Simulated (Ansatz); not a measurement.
Density-of-states calculation of Fe2Si (part 3 of 3)

Continued. System: Fe2Si (6 atoms in the cell). Method: DFT HSE06 form with exact-exchange fraction 0.1, scalar-relativistic, plane waves, PAW, spin-polarised (Ansatz 0.2.0); cutoff 420 eV, 6×6×4 k-mesh, Gaussian smearing of 0.05 eV, collinear spins. The structure derives from an entry of the Crystallography Open Database.

Geometry of the input (Å; fractional positions):
```
4.0699  -0.0000  0.0000
-2.0349  3.5246  0.0000
0.0000  0.0000  5.0404
Fe 0.0000  0.0000  0.0000
Fe 0.0000  0.0000  0.5000
Fe 0.3333  0.6667  0.8173
Fe 0.6667  0.3333  0.1827
Si 0.3333  0.6667  0.3108
Si 0.6667  0.3333  0.6892
```

```
hybrid outer 8: dexx = +3.540e-9 eV, tail = 5.31e-10 eV, Δε = 9.16e-5 eV (about 1.31e-5 eV left of the loop's levels), ΔF = 8.63e-5 eV/Å (tail 9.73e-5)
at 3 of the mixer's solves, all of them in the SCFs whose states led to this one, it left a direction of its history that read negative out of its fit and stepped the other way along it
this state was not tested for a lower state beside it, because the functional holds exact exchange (a hybrid, or Hartree-Fock), whose exchange loop this test does not read (fock_operator); the stability check (scf.self_checks: high) cannot read this state: a pseudopotential is PAW: the check reads norm-conserving sets alone
hybrid SCF converged: 8 outer / 115 inner (+43 warm-up), last move |dexx| = 3.54e-9 eV, tail = 5.31e-10 eV
Magnetization: 8.8284 μB (40.4142 up, 31.5858 down)
Absolute magnetization: 10.2480 μB (∫|ρ↑−ρ↓|, with the PAW one-centre terms)
Spin contamination: 0.3930 ħ² per cell (⟨S²⟩ above its minimum at these occupations)
Per-site moments (μB) at R_I (Å): [(2.857336191001334, 1.03958814708375), (2.330349782598997, 1.03958814708375), (2.1337890900399956, 1.00520822455782), (2.133789090039995, 1.00520822455782), (-0.13647646019073784, 1.00520822455782), (-0.1364764601907377, 1.00520822455782)]
Free energy (F): -19192.271736 eV
Frozen-core exchange: fock
Harris-Foulkes:  -19192.271736 eV  (|F-HF|=3.64e-11)
Internal energy: -19192.268778 eV  (E = F + TS)
E sigma→0 (E₀):  -19192.270257 eV
Entropy (-TS):   -0.002958 eV (-0.493 meV/atom)
Fermi energy:    16.106038 eV
--- Per-component energies (eV) ---
  E_band       = -1010.072666
  E_kinetic    = 1489.640142
  E_local      = -10215.468000  (includes V_loc(G=0)·N_el)
  E_nonlocal   = 929.785880
  E_hartree    = 4389.411728
  E_xc         = -537.760941
  E_vxc        = -645.910829  (∫ρ·V_xc dr)
  E_exx        = -122.587587  (= α·E_x^exact, valence–valence)
  E_paw        = -6418.098831  (= ΣΔE_a)
  E_vpaw       = -1101.771026  (= ΣTr[D̂ρ^β])
  E_aug_tail   = 0.003322  (compensation charges beyond the density's cutoff)
  E_ewald      = -8706.815352
  E_core_change = -0.379139  (= ΣΔE_core)
  E_smearing   = -0.002958  (= −TS)
  E_closure    = 0.000000  (closes the sum)
  Σ components = -19192.271736   (vs F -19192.271736, Δ=0.00e0)
--- Forces (eV/Å), atoms counted from 1 ---
  atom   1  Fe     0.00000000    -0.00000000     0.00000000
  atom   2  Fe     0.00000000     0.00000000     0.00000000
  atom   3  Fe    -0.00000000     0.00000000    -0.72466209
  atom   4  Fe     0.00000000    -0.00000000     0.72466209
  atom   5  Si    -0.00000000    -0.00000000    -0.34962140
  atom   6  Si     0.00000000     0.00000000     0.34962140
  max |Σ_I F_I| component: 5.55e-17 eV/Å
--- Stress (GPa, compression-positive) ---
       -9.079742       0.000000      -0.000000
        0.000000      -9.079742       0.000000
       -0.000000       0.000000      -9.613999
  P = ⅓ Tr σ = -9.2578 GPa (-92.578 kbar)
--- Band table (eV; the first three rows and the last of 48) ---
  k-point 0 ↑: bands = ["-75.1661", "-74.5243", "-74.2504", "-74.2472", "-40.6539", "-40.6539", "-40.6148", "-40.0947", "-40.0947", "-39.8925", "-39.8773", "-39.7844", "-39.6534", "-39.6534", "-39.6299", "-39.6299", "3.6508", "8.1589", "9.7211", "10.3889", "10.3889", "11.4058", "11.4058", "11.5187", "11.8985", "11.8985", "12.0638", "12.0638", "13.4734", "13.4734", "13.5071", "13.5071", "13.7631", "13.8539", "13.8539", "14.1222", "14.5533", "14.5533", "15.7734", "17.8016", "18.4766", "18.4766", "18.6798", "18.6798", "20.5017", "21.1099", "21.1099", "21.2297", "25.0491", "25.0491", "25.1206", "25.1206", "25.4099", "25.9299", "25.9299", "26.1397"]
  k-point 1 ↑: bands = ["-75.1659", "-74.5245", "-74.2505", "-74.2472", "-40.6538", "-40.6538", "-40.6076", "-40.0950", "-40.0950", "-39.8942", "-39.8755", "-39.7925", "-39.6529", "-39.6529", "-39.6303", "-39.6303", "3.9962", "7.0168", "10.3490", "10.4795", "10.4795", "11.1128", "11.1128", "11.7721", "11.9359", "11.9359", "12.1937", "12.1937", "13.3894", "13.3894", "13.4719", "13.6089", "13.6089", "14.0068", "14.0068", "14.0777", "14.4809", "14.4809", "16.7553", "17.5797", "18.6381", "18.6381", "18.8758", "18.8758", "19.9090", "20.5755", "20.5755", "22.1309", "22.9126", "22.9126", "23.7161", "26.6005", "26.6005", "27.0766", "28.0241", "28.3088"]
  k-point 2 ↑: bands = ["-75.1658", "-74.5246", "-74.2505", "-74.2471", "-40.6536", "-40.6536", "-40.6002", "-40.0952", "-40.0952", "-39.8959", "-39.8736", "-39.8009", "-39.6525", "-39.6525", "-39.6307", "-39.6307", "4.6149", "5.8978", "10.7153", "10.7153", "10.7516", "10.7516", "10.7598", "12.0257", "12.0257", "12.1117", "12.1389", "12.1389", "13.3083", "13.5403", "13.5403", "13.6136", "13.6136", "13.6693", "14.0698", "14.0698", "14.4157", "14.4157", "16.9305", "18.9121", "18.9121", "19.0602", "19.0602", "19.0716", "19.7227", "20.1794", "20.1794", "21.4080", "21.7828", "21.7828", "22.8882", "25.5966", "28.2366", "28.2366", "30.5731", "30.5731"]
  k-point 23 ↓: bands = ["-71.5067", "-71.4828", "-71.4828", "-71.4363", "-37.0118", "-37.0118", "-36.9539", "-36.9539", "-36.9233", "-36.9073", "-36.9016", "-36.9016", "-36.7835", "-36.7609", "-36.7475", "-36.7475", "7.0247", "7.0247", "9.8744", "9.8744", "10.0455", "11.2564", "13.8320", "13.8320", "14.4066", "14.6729", "14.7623", "14.7623", "15.2210", "15.2210", "15.4471", "16.0444", "16.4283", "16.4283", "17.3266", "17.7751", "17.7751", "17.9530", "17.9530", "18.3894", "18.5404", "18.5404", "22.5311", "22.5311", "23.4219", "23.4219", "23.6330", "24.4946", "24.6100", "24.6100", "25.1261", "26.6102", "26.6102", "26.7488", "32.0597", "32.0939"]
--- Löwdin populations: 6 sites ---
  site symbol       q [e]    m [muB]
     0     Fe     15.4485     2.8759
     1     Fe     15.5573     2.3452
     2     Fe     15.6290     2.1676
     3     Fe     15.6290     2.1676
     4     Si      4.4377    -0.2488
     5     Si      4.4377    -0.2488
  spilling = 0.011955 (of n_electrons = 72.000000)
```

File populations.tsv
```
# site	symbol	l	j	q_up	q_dn
# orbitals = lowdin
# n_electrons = 72.000000
# spilling = 0.011955
0	Fe	0_3S	-	0.991592	0.992105
0	Fe	0_4S	-	0.338464	0.360153
0	Fe	1_3P	-	2.998199	2.997915
0	Fe	2_3D	-	4.833913	1.936139
1	Fe	0_3S	-	0.989293	0.990098
1	Fe	0_4S	-	0.289022	0.307489
1	Fe	1_3P	-	2.997456	2.997637
1	Fe	2_3D	-	4.675469	2.310816
2	Fe	0_3S	-	0.988439	0.989252
2	Fe	0_4S	-	0.300704	0.302100
2	Fe	1_3P	-	2.996764	2.997002
2	Fe	2_3D	-	4.612417	2.442356
3	Fe	0_3S	-	0.988439	0.989252
3	Fe	0_4S	-	0.300704	0.302100
3	Fe	1_3P	-	2.996764	2.997002
3	Fe	2_3D	-	4.612417	2.442356
4	Si	0_3S	-	0.662860	0.683366
4	Si	1_3P	-	1.431610	1.659869
5	Si	0_3S	-	0.662860	0.683366
5	Si	1_3P	-	1.431610	1.659869
```

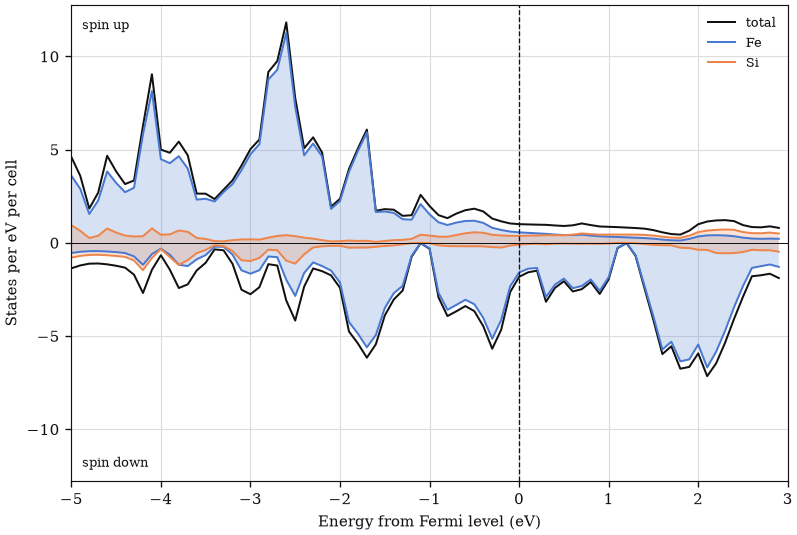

Density of states (projected on Löwdin-orthogonalised atomic shells), with energies from the Fermi level. There are states at the Fermi level: a metal at this level of theory.

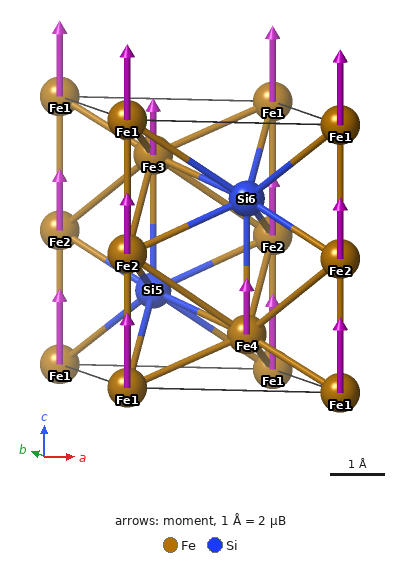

Magnetic moments of the sites as pink arrows (ball-and-stick view of the cell of the calculation, seen slightly off an axis; atoms are numbered from 1 in the order of the input); small moments hardly show. The run is collinear, so the axis drawn is arbitrary. Site moments: Fe1 (2.86 μB); Fe2 (2.33 μB); Fe3, Fe4 (2.13 μB); Si5, Si6 (−0.14 μB). They are counted near the atoms and needn't add up to the moment of the cell.

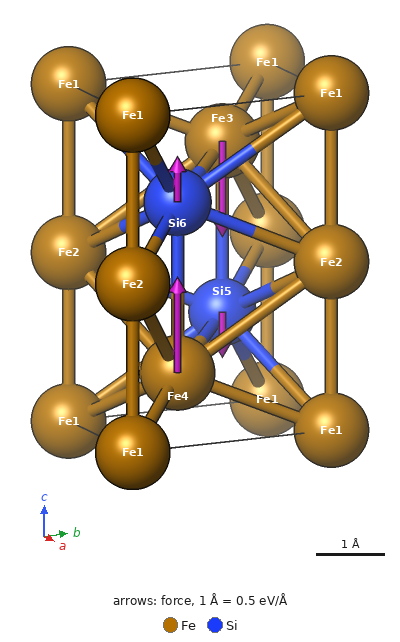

Forces on the atoms as pink arrows (ball-and-stick view of the cell of the calculation, seen slightly off an axis; atoms are numbered from 1 in the order of the input). The largest act on Fe3, Fe4 (0.72 eV/Å); Si5, Si6 (0.35 eV/Å). The geometry is not a stationary point of this energy.

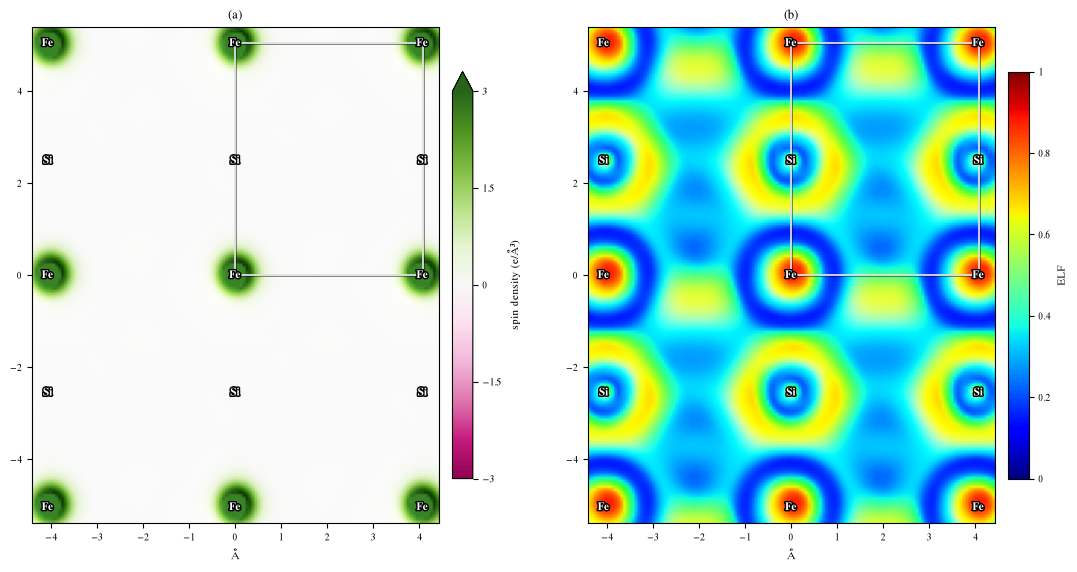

(a) spin density (up minus down); (b) electron localisation function on the (100) plane of the conventional cell. Fe–Si (2.49 Å): the ELF is about 0.40 at the midpoint. Fe–Si (2.55 Å): the ELF is about 0.45 at the midpoint. The strong features right at Fe lie inside the PAW spheres (semicore, d or f shells) and say nothing about bonding. The cell of the calculation (6 atoms) carries 8.8 μB net. In a PAW calculation such maps are meaningful between the atoms, not at the nuclei.

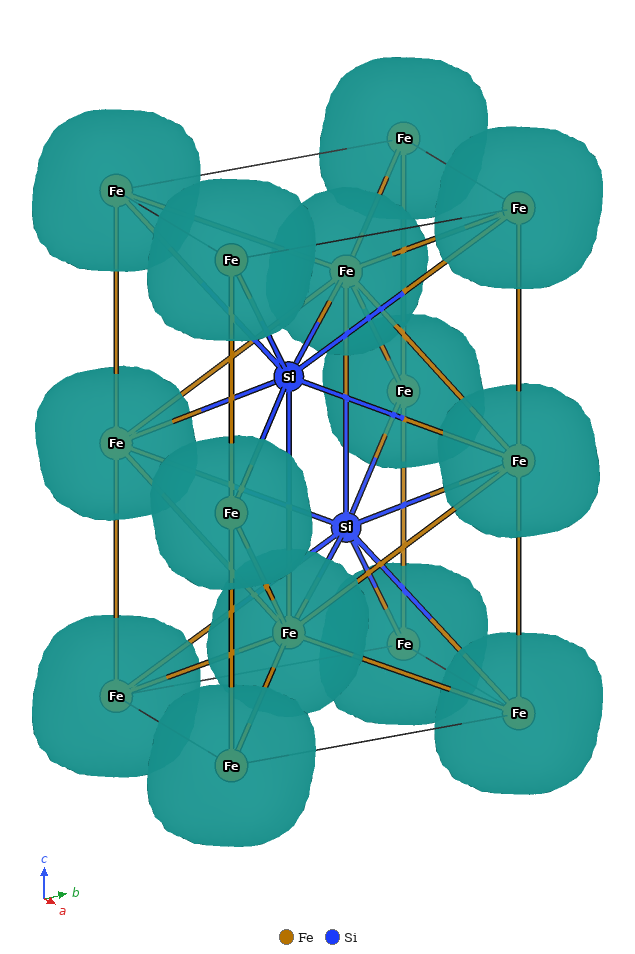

Isosurfaces of the spin density at +0.2 (teal) and −0.2 e/Å³ (pink), seen slightly off an axis. Sticks mark near contacts. The outline is the cell set on symmetry axes. The cell of the calculation (6 atoms) carries 8.8 μB net. Only one sign reaches the isovalue.

Summary

```tsv
quantity	value
outcome	converged
space group (tolerance 0.01 Å)	P-3m1 (164)
electrons treated	72
free energy	−19192.2717 eV
Fermi energy	16.106 eV
gap on the k-point mesh	none (metallic)
net moment of the cell	8.83 μB
integrated absolute moment	10.25 μB
pressure	−9.26 GPa
largest force (length of the vector)	0.725 eV/Å
wall time	3.1 min (CPU time 12 min)
peak memory	2.3 GiB
```

Remarks

The program warns: the state was not tested for a lower one; the exchange loop's threshold is looser than advised for the stress; the SCF threshold is looser than advised for the printed stress. The cell is under a tension of 9.3 GPa at this level, so it is not at its equilibrium volume.
